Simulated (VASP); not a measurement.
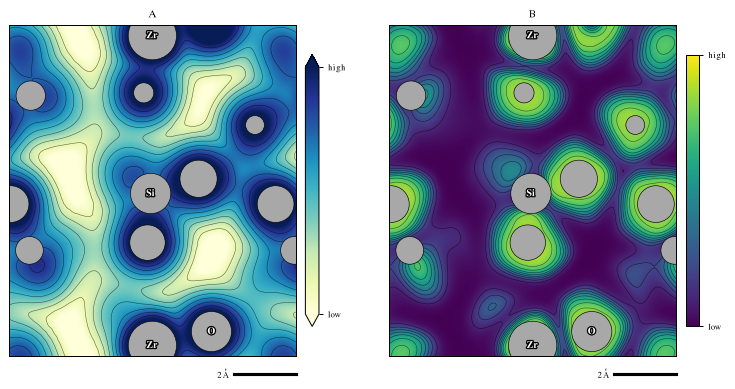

ZrSi7O16 (cell with a defect): 2 fields on the (011̄) plane of the calculation cell, with unlabelled colour scales. Grey discs cover the atomic cores.

Computed pressure about 3 GPa in this cell.

These are results of Kohn-Sham DFT of a periodic cell, PBE, VASP PAW PBE potentials, recommended in VASP 6.6.1, not measurements.

```xyz
24
Lattice="0.0000 4.9926 6.9339 4.9926 0.0000 6.9339 4.9926 4.9926 0.0000" Properties=species:S:1:pos:R:3 pbc="T T T"
Zr    3.4880    3.4880    3.4670
Si    8.3848    8.3848   10.4009
Si    4.0658    0.7023    5.3051
Si    4.0691    6.1520    5.2367
Si    5.6949    4.0658    8.5628
Si    6.1520    9.0617    8.6311
Si    1.5546    1.5583    0.0248
Si    6.5509    6.5472    6.9091
O     4.5491    3.9339    1.8841
O     4.1548    3.8660    9.0464
O     5.6110    6.5541    5.5785
O     5.6000    5.8876   12.7493
O     3.9339    4.5491    5.0498
O     8.8587    9.1474   11.7554
O     6.0248    3.0503    7.3326
O     6.6817    8.0706    7.4558
O     1.5615    0.6183    1.3554
O     5.8876    5.6000    8.0525
O     6.6368    3.7790    9.8469
O     6.8012    8.6479   10.0867
O     8.0430    6.0249    6.5352
O     3.0780    6.6817    6.4121
O     3.7790    1.6441    4.0210
O     8.6479    6.8012   10.7151
```

The panels show electron localisation function and valence pseudo-density in some order. Assign them.

Answer. Panel A: valence pseudo-density. Panel B: electron localisation function. From the grid: Zr–O (1.96 Å): the density is about 0.92 e/Å³ at the midpoint; the ELF peaks at about 0.85 in the valence shell of O, 0.6 Å from its nucleus, and drops to about 0.25 between the two atoms (no shared electron pair shows on this line).
